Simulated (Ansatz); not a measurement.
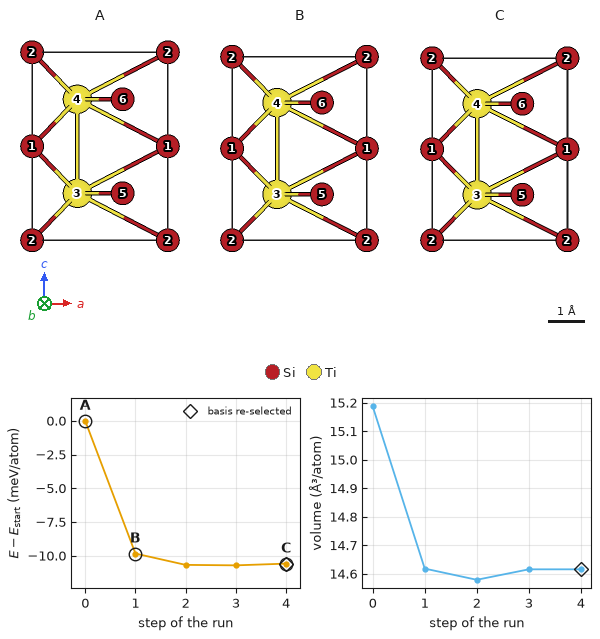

Frames of a relaxation of crystalline TiSi2 (set up in P-6m2), marked on the history of the run. Style: ball-and-stick. Shown: the cell of the calculation, along the b axis.

Case: 4 of 6 Ti sites taken by Si, cell and atoms relaxed.

Theory: Ansatz 0.2.0, DFT r2SCAN, scalar-relativistic, plane waves, PAW. Settings: plane-wave cutoff 500 eV; k-point mesh 12 × 12 × 8; occupations gaussian; smearing width 0.1 eV; no spin polarisation; cell and atoms relaxed; force threshold 0.015 eV/Å; at most 60 steps.

### Describe the path.

The atoms keep their places relative to the cell (all moves are under 0.005 Å). The drawn cell changes as follows: a = b 4.443 → 4.429 Å (−0.3 %), c 5.330 → 5.162 Å (−3.2 %); the volume changes by −3.8 %. Some distances before and after: Ti3–Ti4 2.665 → 2.581 Å, Si1–Ti3 2.891 → 2.864 Å, Ti3–Si5 2.565 → 2.557 Å. The space group stays P-6m2 (No. 187). The energy falls by 10.6 meV per atom in 3 accepted moves (4 points after the start). All forces vanish by symmetry, so only the cell relaxes. Pressure: −3.65 GPa at the start and 0.00 GPa at the end. At 1 point the geometry stayed and the basis and grid were re-selected for the new cell (energy shift of 0.1 meV per atom at most each time). Cost: 6.4 min on 1 thread of Intel(R) Xeon(R) Processor @ 2.50GHz (Skylake/Cascade Lake), with other jobs on the host, peak memory 0.69 GiB. From step 0 to 1: volume −3.7 %, energy −9.8 meV per atom. From step 1 to 4: energy −0.7 meV per atom.

| step | E − E(0), meV/atom | pressure, GPa | volume, Å³/atom | note |
| --- | --- | --- | --- | --- |
| 0 | 0.00 | -3.65 | 15.187 |  |
| 1 | -9.84 | 0.10 | 14.618 |  |
| 2 | -10.67 | 0.30 | 14.579 |  |
| 3 | -10.71 | 0.01 | 14.616 |  |
| 4 | -10.58 | 0.00 | 14.616 | same geometry, new basis |
